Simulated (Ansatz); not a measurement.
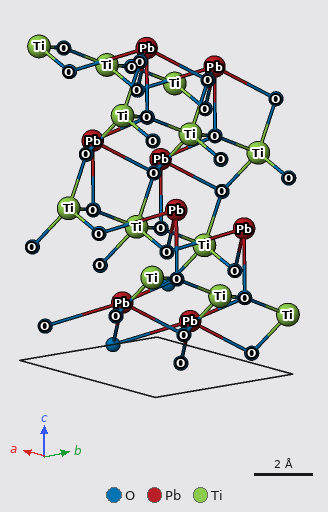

This is the input geometry for a relaxation of a slab of composition TiPbO₃ (cut from the P4mm phase). Style: ball-and-stick. Shown: the 2 × 1 repeat of the cell, outlined in the plane, without the vacuum (origin shifted), from a free direction.

The slab is the (1 0 1) face of TiPbO3.

Computed with Ansatz 0.2.0, DFT PBE, scalar-relativistic, plane waves, PAW.

Input
```yaml
crystal:
  lattice:
    - [3.8393645901, 0.0, 0.0]
    - [0.0, 6.1301813077, 0.0]
    - [0.0, 0.0, 25.4757937763]
  atoms:
    - { symbol: O, position: [0.5, 0.6186423256, 0.2943971075] }
    - { symbol: O, position: [0.5, 0.1035757106, 0.2973097541] }
    - { symbol: Pb, position: [0.0, 0.4180797004, 0.3331694549] }
    - { symbol: Ti, position: [0.5, 0.8822926043, 0.3400877415] }
    - { symbol: O, position: [0.0, 0.8147714438, 0.3531407911] }
    - { symbol: O, position: [0.5, 0.0109005619, 0.4118844747] }
    - { symbol: O, position: [0.5, 0.4958339469, 0.4147971212] }
    - { symbol: Pb, position: [0.0, 0.8103379367, 0.450656822] }
    - { symbol: Ti, position: [0.5, 0.2745508406, 0.4575751086] }
    - { symbol: O, position: [0.0, 0.20702968, 0.4706281582] }
    - { symbol: O, position: [0.5, 0.4031587982, 0.5293718418] }
    - { symbol: O, position: [0.5, 0.8880921831, 0.5322844883] }
    - { symbol: Pb, position: [0.0, 0.202596173, 0.5681441892] }
    - { symbol: Ti, position: [0.5, 0.6668090769, 0.5750624758] }
    - { symbol: O, position: [0.0, 0.5992879163, 0.5881155253] }
    - { symbol: O, position: [0.5, 0.7954170344, 0.6468592089] }
    - { symbol: O, position: [0.5, 0.2803504194, 0.6497718554] }
    - { symbol: Pb, position: [0.0, 0.5948544093, 0.6856315563] }
    - { symbol: Ti, position: [0.5, 0.0590673131, 0.6925498429] }
    - { symbol: O, position: [0.0, 0.9915461526, 0.7056028925] }
basis:
  ecutwfc: 420
kpoints:
  mp_grid: { grid: [7, 5, 1] }
hamiltonian:
  xc: pbe
scf:
  occupations: { method: gaussian, width: 0.05 }
output:
  forces: true
  eigenvalues: true
  write_density: true
  write_potential: true
  elf: true
  volumetric_format: npy
relax:
  adjacent_minimum: "off"
  f_tol: 0.02
  max_steps: 60
efield:
  axis: 3
  dipole_correction: true
  ramp_width: 0.04
```

Launched with:
```bash
ansatz run input.yaml --threads 4 --pin off --max-ram 9216MiB --backend cpu --events-out ev --progress --plain --runs-dir out
```

**Where does the relaxation end?**

Over 12 geometry steps the energy falls by 2.165 eV per cell of the calculation. Largest force component: 2.4 eV/Å at the start, 0.013 eV/Å at the end. The atom that moves furthest relative to the layer's centre is Pb3 (1.40 Å at 26° to the normal (−c side)). By element the largest moves are Pb 1.40 Å, O 0.92 Å, Ti 0.51 Å. The cell stays as it was. Some distances before and after: Pb18–O20 2.484 → 2.984 Å, Pb8–O10 2.484 → 2.795 Å, O17–Pb18 2.870 → 2.585 Å, Pb13–O15 2.484 → 2.760 Å. Bond angles that change, for instance: Pb3–O5–Pb8 101.2° → 119.0°, Ti4–O5–Ti4 149.1° → 135.0°, O5–Ti4–O5 149.1° → 135.0°. Cost: 13 min on 4 threads of Intel(R) Xeon(R) Processor @ 2.50GHz (Skylake/Cascade Lake), on a shared host, peak memory 1.9 GiB.

After the run, drawn alike:

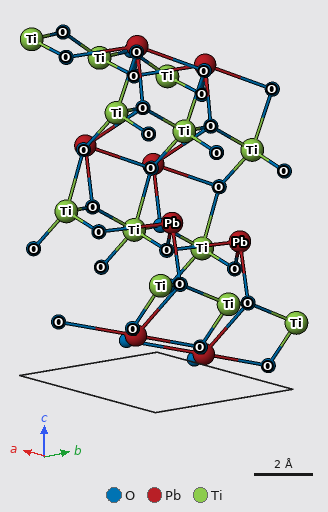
